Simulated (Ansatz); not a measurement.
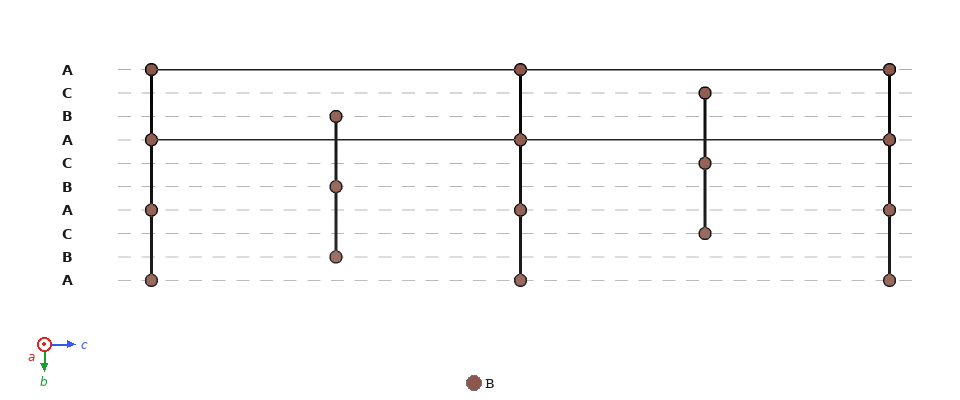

The picture looks along a close-packed row of the hexagonal mesh; c points to the right. The dashed lines mark the three columns A (0, 0), B (1/3, 2/3) and C (2/3, 1/3). The sequence starts with the first layer at or above the cell's origin.

System B (space group P6_3/mmc, No. 194); source of the atomic positions: coordinates from a relaxation with DFT, r2SCAN, plane waves (500 eV) with PAW, scalar-relativistic (Ansatz 0.2.0); the starting structure was generated, so it need not be a known form of this composition.

**Read off the stacking sequence over one period.**

B(A) – B(B) – B(A) – B(C) (four layers in 15.53 Å).
